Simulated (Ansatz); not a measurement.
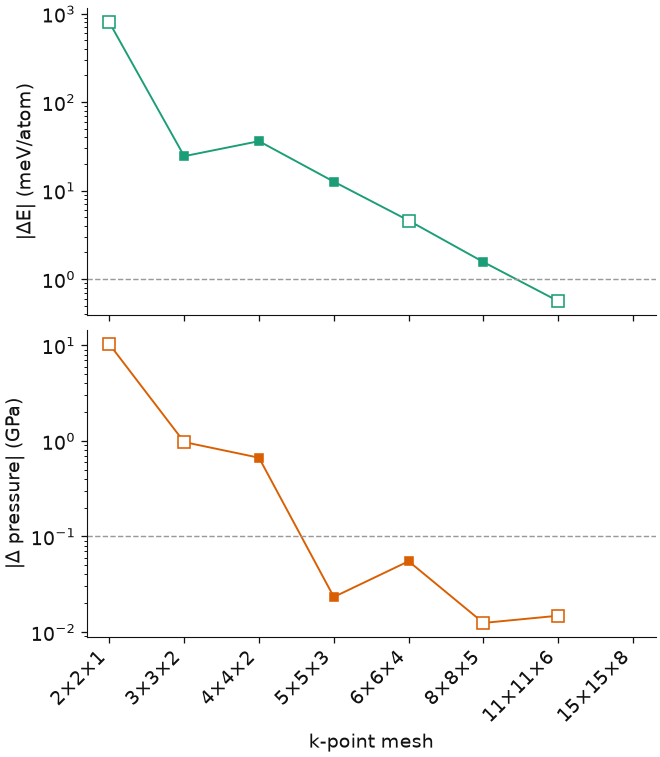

Convergence test: the k-point mesh is varied and all else is held.
Y (P6_3/mmc, 2 atoms in the cell); DFT, LDA (PW92), plane waves (420 eV) with PAW, scalar-relativistic (Ansatz 0.2.0); Fermi–Dirac smearing of 0.1 eV.
ΔE is the free energy less its value at the densest setting, 15×15×8.
Dashed lines or grey bands mark the tolerance: 1 meV/atom and 0.1 GPa.
On logarithmic panels, open markers lie below the reference value and filled ones above.

Question: From which setting is the free energy converged to 1 meV/atom?

Answer: The free energy is within 1 meV/atom of the densest setting's value from 11×11×6 on. It is off by 790 meV/atom at 2×2×1, 13 meV/atom at 5×5×3 and 1.6 meV/atom at 8×8×5 (on both sides of it).

Question: And the pressure, to 0.1 GPa?

Answer: The pressure is within 0.1 GPa of the densest setting's value from 5×5×3 on. It is off by 10 GPa at 2×2×1, 0.97 GPa at 3×3×2 and 0.67 GPa at 4×4×2 (on both sides of it).
